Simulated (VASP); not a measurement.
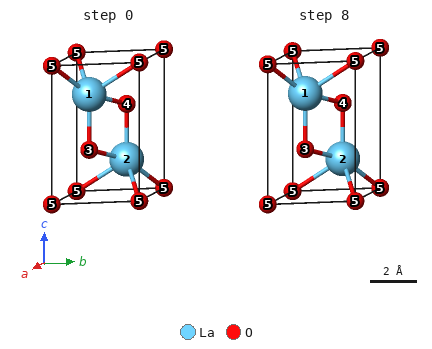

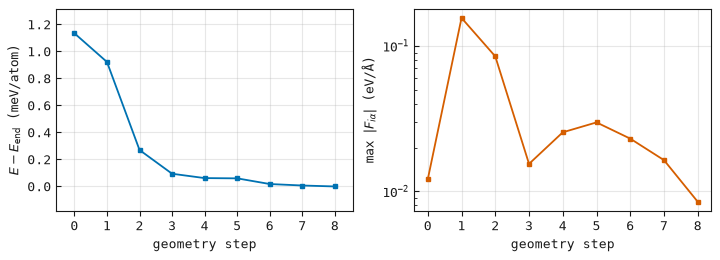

First and last geometry of a relaxation of crystalline La$_{2}$O$_{3}$ (set up in P-3m1), with the history of the run. Style: ball-and-stick. Shown: the cell of the calculation, slightly off an axis.

The run lets cell and atoms move.

The calculation used VASP 6.6.1, Kohn-Sham DFT of a periodic cell, PBE, VASP PAW PBE potentials, recommended.

Input file:
```
SYSTEM = La2O3
PREC = Accurate
ENCUT = 600
EDIFF = 1E-6
ISMEAR = 0
SIGMA = 0.03
LREAL = .FALSE.
LASPH = .TRUE.
NELM = 80
ALGO = Normal
ISIF = 3
LWAVE = .FALSE.
LCHARG = .FALSE.
GGA = PE
IBRION = 2
NSW = 90
EDIFFG = -0.01
```

Command:
```bash
cat potpaw_PBE.64/La/POTCAR potpaw_PBE.64/O/POTCAR > POTCAR
mpirun -np 1 vasp_std > vasp.out
```

Q: Read the history and describe the run.

A: It converged. After 8 geometry steps the energy has fallen by 1.1 meV per atom. Largest force component: 0.012 eV/Å at the start, 0.0085 eV/Å at the end. The pressure goes from 1.46 to −0.01 GPa. The largest moves relative to the cell, 0.006 Å, are those of La1 and La2. La2 goes along +c. Largest moves by element: La 0.006 Å, O 0.002 Å. Cell: a = b 3.931 → 3.937 Å (+0.2 %), c 6.112 → 6.179 Å (+1.1 %). Volume +1.4 %. Among the contacts that change: La1–O3 2.443 → 2.462 Å, La1–O5 2.723 → 2.738 Å, La1–O4 2.363 → 2.367 Å. The space group stays P-3m1 (No. 164).
